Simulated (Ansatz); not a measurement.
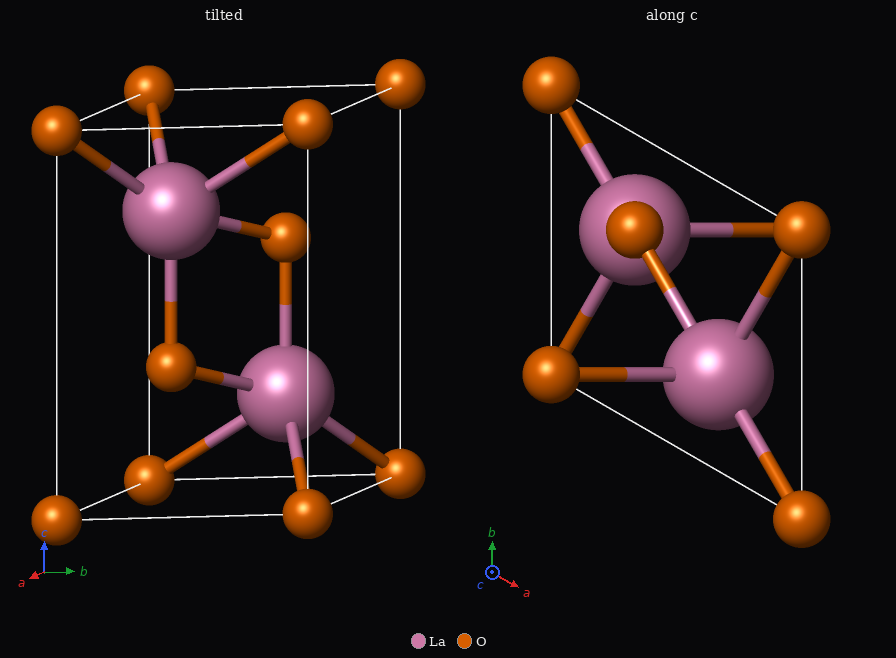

Crystal structure, ball-and-stick style, seen slightly off an axis and along the c axis. The frame is the conventional unit cell; atoms at its boundary are shown with their periodic copies.

La2O3, space group P-3m1 (No. 164), a = 3.935 Å, b = 3.935 Å, c = 6.126 Å, α = 90.00°, β = 90.00°, γ = 120.00°. The structure comes from a structure listed in the Materials Project. Earlier steps of the study may have refined or changed the cell and positions. A calculation with Ansatz used it as input.

This one geometry was computed with Ansatz (DFT, plane waves, PAW) at three levels of theory: r2SCAN, HSE06 and PBE. It was relaxed beforehand with r2SCAN.

Which level gives the highest pressure at this volume, and what does that say about its equilibrium volume?

Answer. Highest: PBE (1.3 GPa), which points to the largest equilibrium volume. Lowest, with the smallest volume: HSE06 (-1.2 GPa). Levels within 0.5 GPa of each other can't be told apart.

How does the band gap change with the level of theory?

Answer. PBE: a gap of 3.84 eV, indirect; r2SCAN: a gap of 4.23 eV, indirect; HSE06: a gap of 5.29 eV, indirect.

Collect the results in a table.

Answer.
| level | cutoff (eV) | k-mesh of the run's cell | gap (eV) | pressure (GPa) |
| --- | --- | --- | --- | --- |
| r2SCAN | 500 | 12×12×4 | 4.23 | 0.0 |
| HSE06 | 420 | 6×6×2 | 5.29 | -1.2 |
| PBE | 420 | 12×12×4 | 3.84 | 1.3 |

Gaps are taken on the k-mesh or band path of each run.
